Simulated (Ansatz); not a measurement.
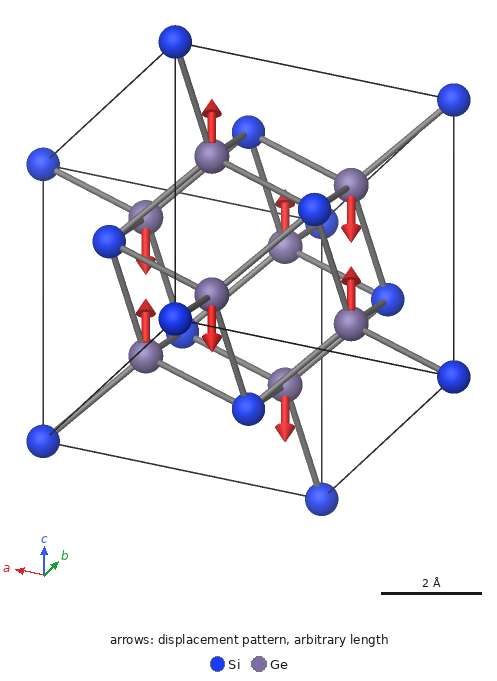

The lowest optical mode of crystalline SiGe2 (a generated structure), space group Fm-3m (No. 225), at the zone centre. The red arrows give the relative displacements of the atoms. The picture is a ball-and-stick view of the conventional cell (4 times the calculation's cell), seen from a free direction. Lengths and directions refer to the drawn axes.

Method: Ansatz, DFT PBE, scalar-relativistic, plane waves, PAW.

Input
```yaml
crystal:
  lattice:
    - [0.0, 3.1101384213, 3.1101384213]
    - [3.1101384213, 0.0, 3.1101384213]
    - [3.1101384213, 3.1101384213, 0.0]
  atoms:
    - { symbol: Si, position: [0.0, 0.0, 0.0] }
    - { symbol: Ge, position: [0.75, 0.75, 0.75] }
    - { symbol: Ge, position: [0.25, 0.25, 0.25] }
basis:
  ecutwfc: 420
kpoints:
  mp_grid: { grid: [12, 12, 12] }
hamiltonian:
  xc: pbe
scf:
  occupations: { method: fermi_dirac, width: 0.15 }
output:
  eigenvalues: true
phonons:
  method: dfpt
  eigenvectors: true
```

The frequencies depend somewhat on the k-mesh and the smearing.

> Is the structure stable against all modes at this point?

Yes: this softest mode has a real frequency, and so have all others here. That speaks for this wave vector alone: the rest of the zone wasn't checked in this run. This is the T₂g mode (triply degenerate; one member of the set is drawn) at 15.9 meV, the lowest optical level, Raman-active by symmetry. The Si atoms stay at rest; all motion is along c; atoms of one kind move against one another, with no net shift of their sublattice.
